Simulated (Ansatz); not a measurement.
# HfO$_{2}$: what the fields show

The calculation's input:

```
crystal:
  lattice:
    - [5.118, 0.0, 0.0]
    - [0.0, 5.1857, 0.0]
    - [-0.8586630598, 0.0, 5.2138671406]
  atoms:
    - { symbol: Hf, position: [0.2755, 0.4603, 0.708] }
    - { symbol: Hf, position: [0.7245, 0.9603, 0.792] }
    - { symbol: Hf, position: [0.7245, 0.5397, 0.292] }
    - { symbol: Hf, position: [0.2755, 0.0397, 0.208] }
    - { symbol: O, position: [0.0742, 0.1684, 0.8467] }
    - { symbol: O, position: [0.9258, 0.6684, 0.6533] }
    - { symbol: O, position: [0.9258, 0.8316, 0.1533] }
    - { symbol: O, position: [0.0742, 0.3316, 0.3467] }
    - { symbol: O, position: [0.4487, 0.7419, 0.9801] }
    - { symbol: O, position: [0.5513, 0.2419, 0.5199] }
    - { symbol: O, position: [0.5513, 0.2581, 0.0199] }
    - { symbol: O, position: [0.4487, 0.7581, 0.4801] }
hamiltonian:
  xc: mr2scan
  pseudopotentials: { kind: paw }
kpoints:
  mp_grid: { grid: [5, 5, 5] }
scf:
  occupations: { method: fermi_dirac, width: 0.05 }
output:
  forces: true
  stress: true
  eigenvalues: true
  write_density: true
  write_potential: true
  elf: true
  volumetric_format: npy
```

Launched as:

```sh
ansatz run input.yaml --threads 2 --pin off --max-ram 5120MiB --backend cpu --events-out ev --progress --plain --runs-dir out
```

Below, planes, directions and counts refer to the conventional cell (a = 5.12 Å, b = 5.19 Å, c = 5.28 Å, α = 90.00°, β = 99.35°, γ = 90.00°).

Space group P2₁/c; not relaxed (largest force 0.5 eV/Å).

These are results of Kohn-Sham DFT of a periodic cell, m-r2SCAN, Ansatz PAW in Ansatz 0.2.0, not measurements.

Core electrons are frozen (PAW), and the valence fields are smoothed inside the atomic spheres.

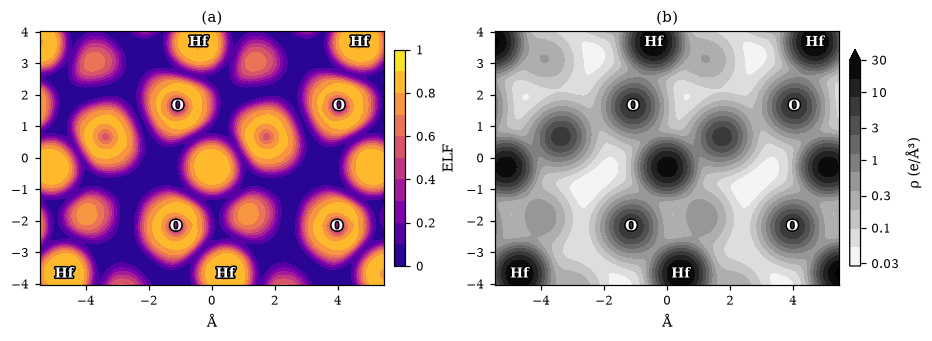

Figure 1. (a) ELF; (b) valence pseudo-density on the (011̄) plane of the conventional cell.

Question: What does the map show?

Answer: Atoms in the plane: Hf and O. Atoms just off the plane (Hf, 0.3 Å away and O, 0.3 Å away) can leave unmarked features too. Hf–O (2.14 Å): ρ at the midpoint is about 0.66 e/Å³; the ELF peaks at about 0.85 in the valence shell of O, 0.6 Å from its nucleus, and drops to about 0.15 between the two atoms; no localised pair shows between them. Hf–O (2.17 Å): the density is about 0.6 e/Å³ at the midpoint; the ELF peaks at about 0.85 in the valence shell of O, 0.6 Å from its nucleus, and drops to about 0.15 between the two atoms: no localised pair shows between them. Between the atoms the lowest density in this plane is 0.03 e/Å³. The features right at Hf lie inside the PAW spheres, where the map follows smoothed inner orbitals and isn't to be read closely.

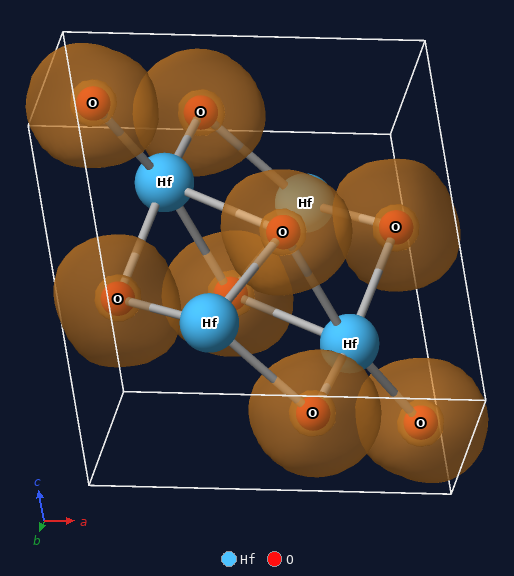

Figure 2. Isosurface of the ELF at 0.65 (orange), seen at an oblique angle. Core shells and regions of very low density are left out. Sticks mark near contacts.

Question: What do the ELF domains correspond to?

Answer: The ELF exceeds this value in eight regions wrapped around O (the valence shell of each), counted in one cell of 12 atoms. Any copies at cell faces, edges or corners count once. Along the contacts the grid gives the following. Hf–O (2.03 Å): the ELF peaks at about 0.85 in the valence shell of O, 0.6 Å from its nucleus, and drops to about 0.20 between the two atoms (no localised pair shows between them). Hf–O (2.12 Å): the ELF peaks at about 0.85 in the valence shell of O, 0.6 Å from its nucleus, and drops to about 0.15 between the two atoms: no shared electron pair shows on this line.

Question: Metal or insulator at this level of theory?

Answer: It is gapped, with a Kohn–Sham gap of 4.7 eV on the k-point mesh, an upper bound to the gap of this method.
